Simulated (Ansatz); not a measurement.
Start from this file.

```
CELL_PARAMETERS angstrom
3.63534 0.00000 0.00000
0.00000 2.95643 0.00000
0.00000 0.00000 13.61241
ATOMIC_POSITIONS crystal
Al 0.75000 0.00000 0.24088
Al 0.75000 0.50000 0.63068
Al 0.25000 0.00000 0.75912
Al 0.25000 0.50000 0.36932
O 0.75000 0.00000 0.73015
O 0.75000 0.50000 0.34034
O 0.25000 0.00000 0.26985
O 0.25000 0.50000 0.65966
O 0.75000 0.00000 0.54605
O 0.75000 0.50000 0.15624
O 0.25000 0.00000 0.45395
O 0.25000 0.50000 0.84376
```

What would you see if this were drawn?

Answer. Formula: AlO2. It is primitive orthorhombic, space group Pmma (No. 51). In the cell are 4 Al, 8 O, which makes 4 formula units. Al bonds to six O at 1.86 to 2.00 Å. Numbers of contacts at bonding distance: O 2 to 4 (mean 3.0). The bonds build AlO2 layers parallel to (001).

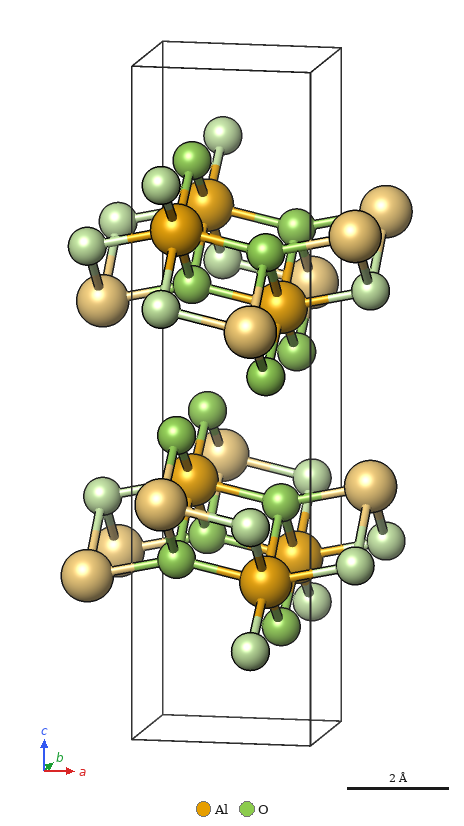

Ball-and-stick drawing of the structure, looking slightly off an axis. One conventional unit cell is outlined, and atoms on its boundary appear in each equivalent place. Outside the box, the atoms bonded to those within are drawn, in fainter colours.

Origin of the cell: a structure listed in the Materials Project. The cell was then strained or its atoms displaced on purpose. It was set up as input for a calculation with Ansatz.
